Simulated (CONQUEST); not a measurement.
**Sr: 7 runs along one coordinate**

System: Sr (2 atoms in the cell).
Method: Kohn-Sham DFT of a periodic cell, PBE, PseudoDojo NC PBE, no spin polarisation (CONQUEST 1.3).

The 7 runs differ only in the geometry, by an even scaling of the cell at fixed fractional positions. The structure derives from an entry of the Crystallography Open Database.

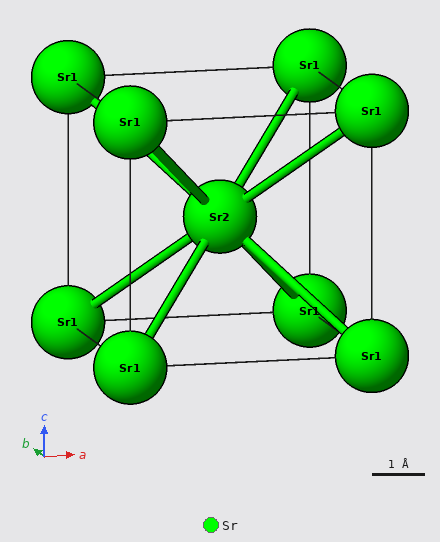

Figure 1. The structure of run 4 (ball-and-stick view of the cell of the calculation, seen slightly off an axis; atoms are numbered from 1 in the order of the input).

## Input of run 4
```
IO.Title Sr
IO.Coordinates coords.dat
IO.FractionalAtomicCoords T
IO.Iprint 2
IO.Iprint_init 1
General.NumberOfSpecies 1
General.PseudopotentialType hamann
AtomMove.TypeOfRun static
AtomMove.FullStress T
Grid.PointsAlongX 48
Grid.PointsAlongY 48
Grid.PointsAlongZ 48
DM.SolutionMethod diagon
Diag.MPMesh T
Diag.GammaCentred T
Diag.MPMeshX 6
Diag.MPMeshY 6
Diag.MPMeshZ 6
Diag.kT 0.00183747
minE.SCTolerance 1e-6
SC.MaxIters 100
IO.AtomChargeOutput T
%block ChemicalSpeciesLabel
1 87.620 Sr
%endblock
```

Command:
```bash
Conquest
```

Lattice vectors (Å) and fractional positions of run 4:
```
   4.870000    0.000000    0.000000
   0.000000    4.870000    0.000000
   0.000000    0.000000    4.870000
Sr  0.000000  0.000000  0.000000
Sr  0.500000  0.500000  0.500000
```

Run 2 has the same physical settings and fractional positions; its lattice vectors (Å) are:
```
   4.804181    0.000000    0.000000
   0.000000    4.804181    0.000000
   0.000000    0.000000    4.804181
```

## Results, with one run withheld

| run | volume per atom (Å³) | free energy per atom, from the lowest run given (meV) | pressure (GPa) |
| --- | --- | --- | --- |
| 1 | 54.286 | 0.00 | 0.08 |
| 2 | 55.441 | ? | ? |
| 3 | 56.596 | 3.69 | −0.41 |
| 4 | 57.751 | 7.38 | −0.66 |
| 5 | 58.906 | 12.97 | −0.88 |
| 6 | 60.061 | 19.89 | −0.92 |
| 7 | 61.216 | 27.05 | −1.08 |

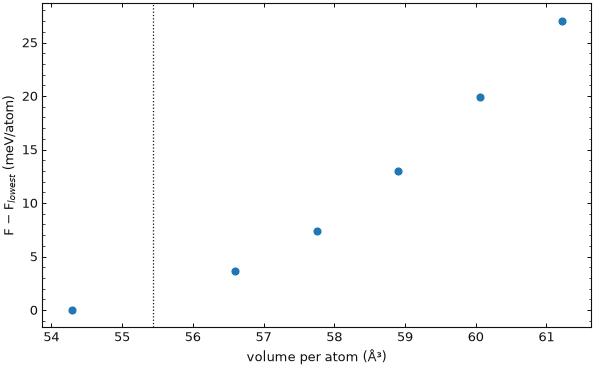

Figure 2. Free energy per atom of the runs given; the dotted line marks run 2.

What should run 2 give?

A cubic polynomial in V^(−2/3) (the Birch–Murnaghan form), fitted to the 6 runs given, misses them by at most 0.26 meV per atom. With x = V^(−2/3) − 0.06669 Å⁻², it reads F = 8.9762 − 5841.5 x + 9.1105e+05 x² + 1.375e+07 x³ (meV per atom). At run 2 it gives 0.88 meV per atom, and the run itself gives 0.83. The slope of the fit gives a pressure −dF/dV of −0.25 GPa there, and the run prints −0.31 GPa. The two needn't agree exactly: the fit is approximate, and the printed stress is taken on a finite basis. The fit has its minimum at 54.353 Å³ per atom, where V d²F/dV² gives 13.2 GPa: the bulk modulus at this level, since symmetry fixes the shape and the positions.

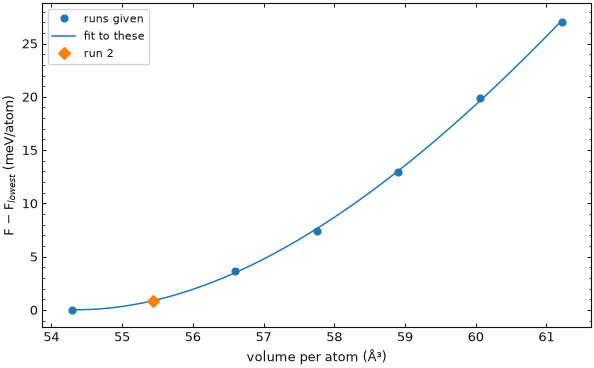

Figure 3. The fit and the withheld run.

## Some lines of the output (run 2)
```
[...]
      Using Fermi-Dirac smearing
          Free Energy (E-TS)               :       -68.457906575112702 Ha
          DFT Total Energy                 :       -68.457000579215673 Ha
          Free Energy (E-TS)               :       -68.457919437568364 Ha
          DFT Total Energy                 :       -68.457146630726612 Ha
          Free Energy (E-TS)               :       -68.458001662023520 Ha
          DFT Total Energy                 :       -68.457172763665099 Ha
          Free Energy (E-TS)               :       -68.458002595336254 Ha
          DFT Total Energy                 :       -68.457172075368746 Ha
          Free Energy (E-TS)               :       -68.458002589121946 Ha
          DFT Total Energy                 :       -68.457172130038202 Ha
      | Free Energy as E-TS      =       -68.458002589121946 Ha
      |* DFT total energy        =       -68.457172130038202 Ha
    force: Average pressure:     -0.30764144 GPa
```

Notes: With a small basis of atomic orbitals these values can differ much from converged plane-wave results.
